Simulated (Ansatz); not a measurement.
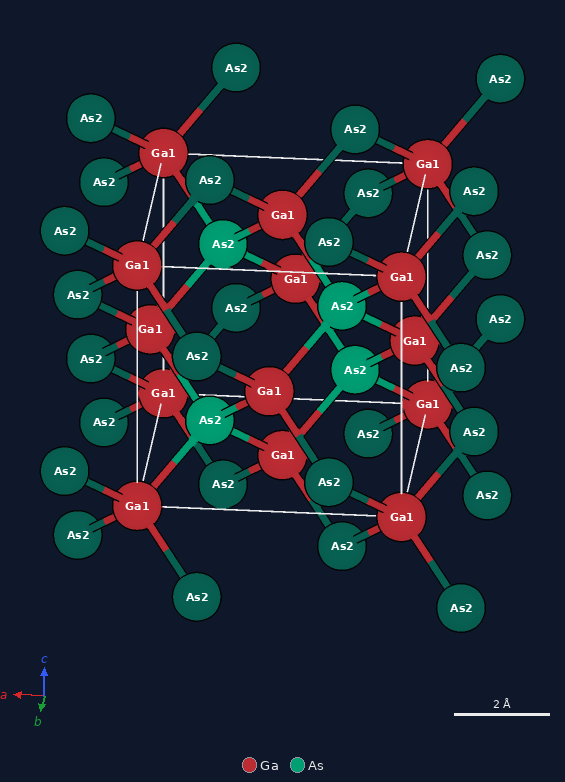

Fig. 1: The structure as given in the input (ball-and-stick view of the cell 4 times as large as that of the calculation, set on its symmetry axes, seen at an oblique angle; neighbours outside the cell are drawn fainter; atoms are numbered from 1 in the order of the input). Near neighbours in the crystal (not all of them lie inside the picture): Ga has 4 As at 2.43 Å; As has 4 Ga at 2.43 Å.

# GaAs: a changed input and its effect

System: GaAs (F-43m, 2 atoms in the cell).
Method of run 1: DFT LDA, scalar-relativistic, plane waves, PAW, no spin polarisation (Ansatz 0.2.0).

The structure derives from a Materials Project entry. Text and figures count atoms from 1; the logs count them from 0 in places.

Input, run 1:
```yaml
crystal:
  lattice:
    - [0.0, 2.801690796, 2.801690796]
    - [2.801690796, 0.0, 2.801690796]
    - [2.801690796, 2.801690796, 0.0]
  atoms:
    - { symbol: Ga, position: [0.0, 0.0, 0.0] }
    - { symbol: As, position: [0.75, 0.75, 0.75] }
basis:
  ecutwfc: 420
kpoints:
  mp_grid: { grid: [12, 12, 12] }
hamiltonian:
  xc: lda
scf:
  occupations: { method: gaussian, width: 0.02 }
output:
  forces: true
  stress: true
  eigenvalues: true
  write_density: true
  write_potential: true
  elf: true
  volumetric_format: npy
relax:
  adjacent_minimum: "off"
  f_tol: 0.005
  max_steps: 80
  cell: { stress_tol: 0.05 }
```

Launched with:
```bash
ansatz run input.yaml --threads 4 --pin off --max-ram 8192MiB --backend cpu --events-out ev --progress --plain --runs-dir out
```

Hardware: 4 threads of Intel Xeon @ 2.10GHz (Emerald Rapids), 189 GiB of memory available, shared host.

Output, shortened to warnings, some set-up lines, iterations and results (run 1):
```
Basis set: ecut = 420 eV, 869 PW (Γ)
Symmetry: 24 space group operations
k-points: 72 of 1728 (time reversal used)
Initial density: superposition of atomic densities (neutral atoms: chi_scale 0, normalization atom), corrected by the library's trained network
[...]
SCF iter   1: F=—  HF=-8481.300562 eV  |F-HF|=—  |Δ(HF+E_count)|=         —  Δρ=5.23e-3  dr2=7.73e-3  ethr=1.77e-3  ⟨swp⟩=6.0  Hψ=6131  notcnv=0
SCF iter   2: F=—  HF=-8481.297705 eV  |F-HF|=—  |Δ(HF+E_count)|=   2.86e-3  Δρ=2.55e-3  dr2=1.06e-3  ethr=2.76e-5  ⟨swp⟩=2.5  Hψ=2751  notcnv=0
SCF iter   3: F=—  HF=-8481.297639 eV  |F-HF|=—  |Δ(HF+E_count)|=   6.57e-5  Δρ=6.99e-4  dr2=1.81e-4  ethr=3.78e-6  ⟨swp⟩=2.0  Hψ=2222  notcnv=0
SCF iter   4: F=—  HF=-8481.297567 eV  |F-HF|=—  |Δ(HF+E_count)|=   7.25e-5  Δρ=2.64e-4  dr2=1.35e-5  ethr=6.47e-7  ⟨swp⟩=2.0  Hψ=1956  notcnv=0
SCF iter   5: F=—  HF=-8481.297563 eV  |F-HF|=—  |Δ(HF+E_count)|=   3.40e-6  Δρ=1.51e-5  dr2=1.00e-7  ethr=4.84e-8  ⟨swp⟩=2.1  Hψ=1742  notcnv=0
[...]
SCF 1 converged in 6 iterations: F = -8481.297563 eV  dr2 = 4.65e-9
[...]
SCF iter   3: F=—  HF=-8481.297563 eV  |F-HF|=—  |Δ(HF+E_count)|=  3.66e-10  Δρ=1.00e-6  dr2=2.42e-10  ethr=4.01e-12  ⟨swp⟩=2.9  Hψ=2285  notcnv=0
SCF iter   4: F=—  HF=-8481.297563 eV  |F-HF|=—  |Δ(HF+E_count)|=  1.64e-11  Δρ=3.46e-7  dr2=3.42e-11  ethr=1.00e-12  ⟨swp⟩=1.8  Hψ=1403  notcnv=0
SCF iter   5: F=-8481.297563 eV  HF=-8481.297563 eV  |F-HF|=3.64e-12  |Δ(HF+E_count)|=  1.82e-12  Δρ=8.73e-8  dr2=2.23e-12  ethr=1.00e-12  ⟨swp⟩=5.0  Hψ=5537  notcnv=0
SCF 2 converged in 5 iterations: F = -8481.297563 eV  dr2 = 2.23e-12
relax step   2: F+E_penalty+E_count = -8481.29756326 eV  Δ(F+E_penalty+E_count) = -2.781e-9 eV  max|allowed force component| = 1.110e-16 eV/Å  Δτ_max = 0.0000 Å  P = -0.006 …
basis re-selected at this cell: Δ(F+E_penalty+E_count) = -2.781e-9 eV, ΔP = +0.000 GPa vs the last step (what re-selecting the basis moved, of the pressure what is left beyond the Pulay correction that the steps carried, after the strain that the cell walked since its last selection, with what the …
SCF converged after 5 iterations
Free energy (F): -8481.297563 eV
Harris-Foulkes:  -8481.297563 eV  (|F-HF|=3.64e-12)
Internal energy: -8481.297563 eV  (E = F + TS)
E sigma→0 (E₀):  -8481.297563 eV
Fermi energy:    8.481511 eV
--- Per-component energies (eV) ---
  E_band       = -315.035860
  E_kinetic    = 220.937655
  E_local      = -3887.743047  (includes V_loc(G=0)·N_el)
  E_nonlocal   = -238.592256
  E_hartree    = 1958.217682
  E_xc         = -148.328579
  E_vxc        = -138.914590  (∫ρ·V_xc dr)
  E_paw        = -3666.630239  (= ΣΔE_a)
  E_vpaw       = -187.158984  (= ΣTr[D̂ρ^β])
  E_aug_tail   = -0.000107  (compensation charges beyond the density's cutoff)
  E_ewald      = -2722.962382
  E_core_change = 3.803710  (= ΣΔE_core)
  E_smearing   = -0.000000  (= −TS)
  E_closure    = 0.000000  (closes the sum)
  Σ components = -8481.297563   (vs F -8481.297563, Δ=0.00e0)
--- Forces (eV/Å), atoms counted from 1 ---
  atom   1  Ga    -0.00000000     0.00000000     0.00000000
  atom   2  As     0.00000000    -0.00000000    -0.00000000
  max |Σ_I F_I| component: 1.85e-16 eV/Å
--- Stress (GPa, compression-positive) ---
       -0.005675      -0.000000      -0.000000
       -0.000000      -0.005675       0.000000
       -0.000000       0.000000      -0.005675
  P = ⅓ Tr σ = -0.0057 GPa (-0.057 kbar)
--- Relaxed structure (1 steps of the walk, 1 accepted, 1 SCFs on fresh bases) ---
  F+E_penalty+E_count = -8481.29756326 eV   max|allowed force component| = 1.110e-16 eV/Å   (the final SCF, on the basis selected at the relaxed cell)
  cell:  # Å, volume = 43.9836 Å³
    - [0.0, 2.801690796, 2.801690796]
    - [2.801690796, 0.0, 2.801690796]
    - [2.801690796, 2.801690796, 0.0]
  atoms:
    - { symbol: Ga, position: [0.0, 0.0, 0.0] }
    - { symbol: As, position: [0.7500000000000001, 0.7500000000000001, 0.7500000000000001] }
```

For run 2 the input was changed thus:
```diff
+  xc_grid: 1
+  mixing: { algorithm: anderson, beta: 0.9 }
-  write_density: true
-  write_potential: true
-  elf: true
-  volumetric_format: npy
-  f_tol: 0.005
+  f_tol: 0.1
+  max_displacement: 0.5
```

How does run 2 compare with run 1?

The energy doesn't change within 0.01 meV per atom. The SCF takes 13 iterations over all geometry steps against 11.

Output, shortened to warnings, some set-up lines, iterations and results (run 2):
```
Basis set: ecut = 420 eV, 869 PW (Γ)
Symmetry: 24 space group operations
k-points: 72 of 1728 (time reversal used)
Initial density: superposition of atomic densities (neutral atoms: chi_scale 0, normalization atom), corrected by the library's trained network
[...]
SCF iter   1: F=—  HF=-8481.300562 eV  |F-HF|=—  |Δ(HF+E_count)|=         —  Δρ=5.23e-3  dr2=7.73e-3  ethr=1.77e-3  ⟨swp⟩=6.0  Hψ=6131  notcnv=0
SCF iter   2: F=—  HF=-8481.298998 eV  |F-HF|=—  |Δ(HF+E_count)|=   1.56e-3  Δρ=2.01e-3  dr2=3.14e-3  ethr=2.76e-5  ⟨swp⟩=2.9  Hψ=3287  notcnv=0  κ⁻¹=1.0e0(r=1)
SCF iter   3: F=—  HF=-8481.297788 eV  |F-HF|=—  |Δ(HF+E_count)|=   1.21e-3  Δρ=6.40e-4  dr2=3.65e-4  ethr=1.12e-5  ⟨swp⟩=2.1  Hψ=2606  notcnv=0  κ⁻¹=3.7e-1(r=2)
SCF iter   4: F=—  HF=-8481.297603 eV  |F-HF|=—  |Δ(HF+E_count)|=   1.85e-4  Δρ=3.67e-4  dr2=3.69e-5  ethr=1.30e-6  ⟨swp⟩=2.0  Hψ=2590  notcnv=0  κ⁻¹=1.0e-2(r=3)
SCF iter   5: F=—  HF=-8481.297565 eV  |F-HF|=—  |Δ(HF+E_count)|=   3.85e-5  Δρ=4.69e-5  dr2=8.62e-7  ethr=1.32e-7  ⟨swp⟩=2.0  Hψ=1938  notcnv=0  κ⁻¹=9.3e-4(r=4)
[...]
SCF 1 converged in 7 iterations: F = -8481.297563 eV  dr2 = 1.47e-9
[...]
SCF iter   4: F=—  HF=-8481.297563 eV  |F-HF|=—  |Δ(HF+E_count)|=  3.27e-11  Δρ=2.51e-7  dr2=1.49e-11  ethr=1.00e-12  ⟨swp⟩=5.0  Hψ=5598  notcnv=0  κ⁻¹=2.4e-4(r=3)
SCF iter   5: F=—  HF=-8481.297563 eV  |F-HF|=—  |Δ(HF+E_count)|=  1.82e-12  Δρ=1.38e-7  dr2=4.20e-12  ethr=1.00e-12  ⟨swp⟩=5.0  Hψ=5050  notcnv=0  κ⁻¹=9.8e-5(r=4)
SCF iter   6: F=-8481.297563 eV  HF=-8481.297563 eV  |F-HF|=3.64e-12  |Δ(HF+E_count)|=  5.46e-12  Δρ=6.51e-8  dr2=1.06e-12  ethr=1.00e-12  ⟨swp⟩=5.0  Hψ=5494  notcnv=0
SCF 2 converged in 6 iterations: F = -8481.297563 eV  dr2 = 1.06e-12
relax step   2: F+E_penalty+E_count = -8481.29756326 eV  Δ(F+E_penalty+E_count) = -2.690e-9 eV  max|allowed force component| = 1.110e-16 eV/Å  Δτ_max = 0.0000 Å  P = -0.006 …
basis re-selected at this cell: Δ(F+E_penalty+E_count) = -2.690e-9 eV, ΔP = -0.000 GPa vs the last step (what re-selecting the basis moved, of the pressure what is left beyond the Pulay correction that the steps carried, after the strain that the cell walked since its last selection, with what the …
SCF converged after 6 iterations
Stability not checked: this state was not tested for a lower state beside it, because the mixer in use, unlike msr1, does not test its closes by its own steps (another_mixer; see scf.mixing.algorithm and scf.lower_state_search)
Free energy (F): -8481.297563 eV
Harris-Foulkes:  -8481.297563 eV  (|F-HF|=3.64e-12)
Internal energy: -8481.297563 eV  (E = F + TS)
E sigma→0 (E₀):  -8481.297563 eV
Fermi energy:    8.481510 eV
--- Per-component energies (eV) ---
  E_band       = -315.035900
  E_kinetic    = 220.937659
  E_local      = -3887.743094  (includes V_loc(G=0)·N_el)
  E_nonlocal   = -238.592240
  E_hartree    = 1958.217722
  E_xc         = -148.328581
  E_vxc        = -138.914592  (∫ρ·V_xc dr)
  E_paw        = -3666.630251  (= ΣΔE_a)
  E_vpaw       = -187.158893  (= ΣTr[D̂ρ^β])
  E_aug_tail   = -0.000107  (compensation charges beyond the density's cutoff)
  E_ewald      = -2722.962382
  E_core_change = 3.803710  (= ΣΔE_core)
  E_smearing   = -0.000000  (= −TS)
  E_closure    = 0.000000  (closes the sum)
  Σ components = -8481.297563   (vs F -8481.297563, Δ=0.00e0)
--- Forces (eV/Å), atoms counted from 1 ---
  atom   1  Ga    -0.00000000    -0.00000000    -0.00000000
  atom   2  As     0.00000000     0.00000000     0.00000000
  max |Σ_I F_I| component: 1.85e-16 eV/Å
--- Stress (GPa, compression-positive) ---
       -0.005673      -0.000000      -0.000000
        0.000000      -0.005673       0.000000
       -0.000000       0.000000      -0.005673
  P = ⅓ Tr σ = -0.0057 GPa (-0.057 kbar)
--- Relaxed structure (1 steps of the walk, 1 accepted, 1 SCFs on fresh bases) ---
  F+E_penalty+E_count = -8481.29756326 eV   max|allowed force component| = 1.110e-16 eV/Å   (the final SCF, on the basis selected at the relaxed cell)
  cell:  # Å, volume = 43.9836 Å³
    - [0.0, 2.801690796, 2.801690796]
    - [2.801690796, 0.0, 2.801690796]
    - [2.801690796, 2.801690796, 0.0]
  atoms:
    - { symbol: Ga, position: [0.0, 0.0, 0.0] }
[...]
```

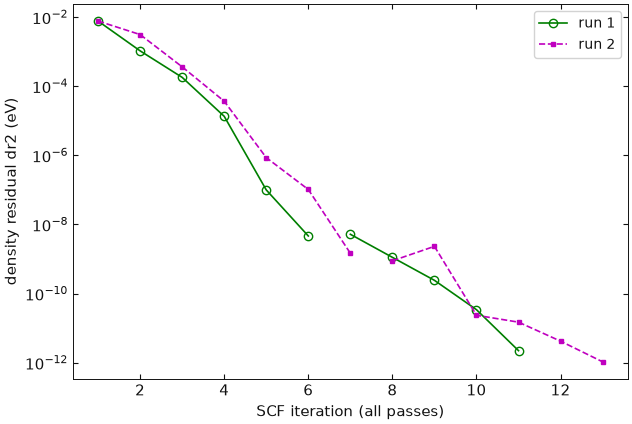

Fig. 2: Convergence of the two runs: density residual dr2 against the SCF iteration. A break in a curve parts two SCF passes. Run 1 takes 11 iterations in all, and run 2 takes 13.

The two runs side by side:

| quantity | run 1 | run 2 |
| --- | --- | --- |
| outcome | converged | converged |
| free energy per atom (eV) | −4240.6488 | −4240.6488 |
| gap on the mesh (eV) | 0.49 | 0.49 |
| pressure (GPa) | −0.01 | −0.01 |
| largest force (eV/Å) | 0.000 | 0.000 |
| SCF iterations | 11 | 13 |
| irreducible k-points | 72 | 72 |
| wall time (shared host) | 3.9 s | 4.4 s |
